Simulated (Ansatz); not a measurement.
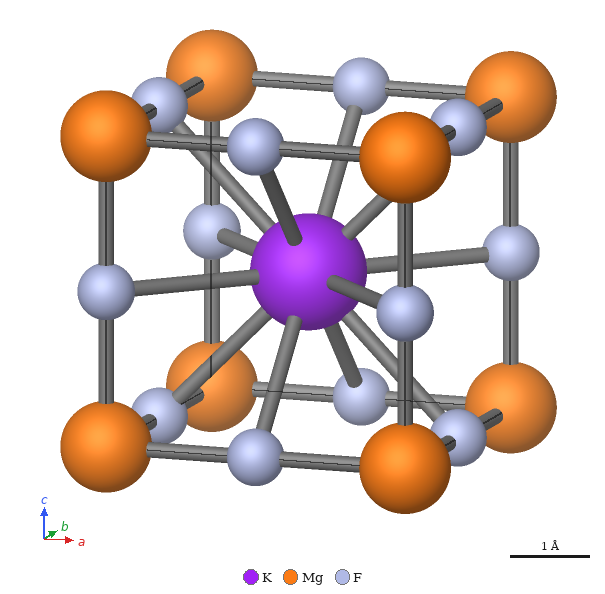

An orthographic ball-and-stick view of the structure, slightly off an axis. Lines trace the edges of the conventional unit cell. Cell: a = 4.05 Å, b = 4.05 Å, c = 4.05 Å, α = 90.00°, β = 90.00°, γ = 90.00°.

The initial geometry was a structure type filled with these elements by a generator (whether the compound takes this form wasn't checked). Earlier steps of the study may have refined or changed the cell and positions. Ansatz was used for an electronic-structure calculation on it.

Summary of the structure:

Answer. The solid is KMgF₃. It belongs to space group Pm-3m (No. 221) and has a primitive cubic lattice. Its structure type: cubic perovskite. With Z = 1, the cell contains 1 K, 1 Mg, 3 F. The coordination shell of K holds twelve F in a cuboctahedral arrangement at about 2.9 Å. About every Mg there are six F in an octahedral arrangement at about 2.0 Å. Each F has four K and two Mg in a distorted octahedral arrangement (about 2.9 Å to K, 2.0 Å to Mg). The bonds build a three-dimensional framework.

Theory: DFT r2SCAN, scalar-relativistic, plane waves, PAW in Ansatz 0.2.0. Numerical settings: a basis cut at 500 eV, 6×6×6 k-mesh, Gaussian smearing of 0.02 eV, no spin polarisation.

Classify it as metallic or gapped, with the value.

Answer. An insulator at this level, with a gap of 7.88 eV, indirect.

What net charge does each kind of atom have (Bader)?

Answer. K +0.89 e; Mg +1.80 e; F -0.90 e.

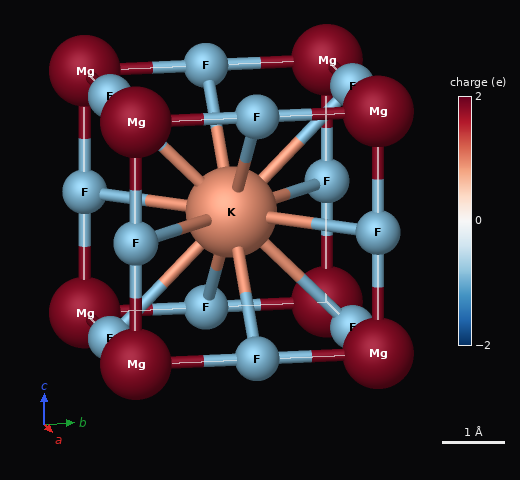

The atoms coloured by those charges. The run's cell of 5 atoms is drawn.

Does the calculation find this structure at rest?

Answer. No. All forces vanish to within 0.01 eV/Å. The pressure is -3.8 GPa, so the cell would contract.
